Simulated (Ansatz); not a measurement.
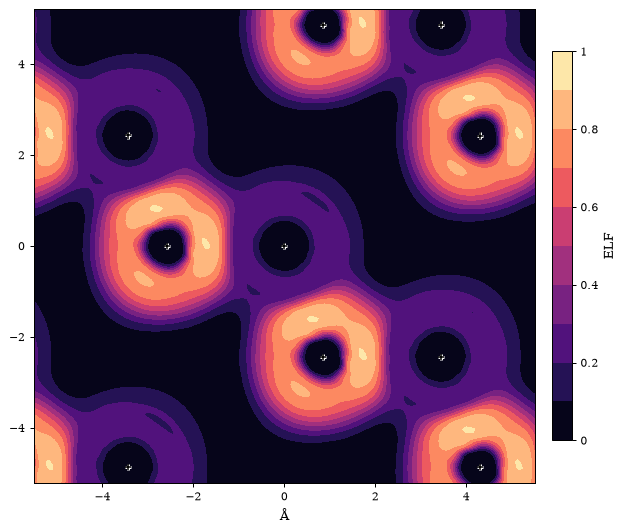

The ELF on a plane through atoms (crosses mark nuclei in the plane).

Computed with DFT PBE, scalar-relativistic, plane waves, PAW (Ansatz).

Candidates:
A. GaN, a = 3.22 Å, b = 3.22 Å, c = 5.24 Å, α = 90.00°, β = 90.00°, γ = 120.00°. Space group P6₃mc; a structure from a database of computed crystals, not necessarily the ambient phase.
B. In15P17 (cell with a defect), a = 10.32 Å, b = 10.32 Å, c = 10.32 Å, α = 109.47°, β = 109.47°, γ = 109.47°. 
C. W, a = 9.00 Å, b = 9.00 Å, c = 9.00 Å, α = 60.00°, β = 60.00°, γ = 60.00°. Space group Im-3m; a structure from a database of computed crystals, not necessarily the ambient phase.

**Which candidate gave the map?**

Candidate B: In15P17 on the (100) plane of the calculation cell, which holds In and P. In–P (2.59 Å): the ELF peaks at about 0.90 in the valence shell of P, 0.9 Å from its nucleus, and is about 0.55 at the midpoint.
